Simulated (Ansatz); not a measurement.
Input structure:

```cif
data_structure
_symmetry_space_group_name_H-M 'P -1'
_symmetry_Int_Tables_number 2
_cell_length_a 2.9633
_cell_length_b 3.0086
_cell_length_c 3.0514
_cell_angle_alpha 109.052
_cell_angle_beta 109.823
_cell_angle_gamma 107.968
_cell_volume 21.33
loop_
_atom_site_label
_atom_site_type_symbol
_atom_site_symmetry_multiplicity
_atom_site_Wyckoff_symbol
_atom_site_fract_x
_atom_site_fract_y
_atom_site_fract_z
_atom_site_occupancy
Cd1 Cd 1 a 0.00000 0.00000 0.00000 1
```

Work out the structure from the coordinates.

Answer. The element is cadmium. Strictly the space group is P-1 (No. 2, within 0.01 Å). It is a distorted form of a body-centred cubic structure, space group Im-3m (No. 229) within 0.25 Å: body-centred cubic (W type). The cell holds two atoms. The neighbours of Cd are eight Cd in a cubic arrangement at 2.96 to 3.08 Å. The bonds build a three-dimensional framework.

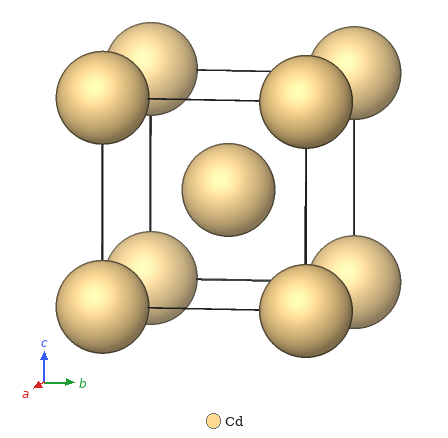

The figure gives a spheres-only picture of the atoms, viewed slightly off an axis. The drawn cell (a repeat of the simulation cell) is outlined; an atom on or near a face, edge or corner is repeated at each equivalent position.

Provenance: a structure listed in the Materials Project. The cell was then strained or its atoms displaced on purpose. A calculation with Ansatz used it as input.

At this level of theory the cell isn't at rest (compressed, at 4 GPa), so its distances can differ from those at equilibrium, the more so the softer the solid.
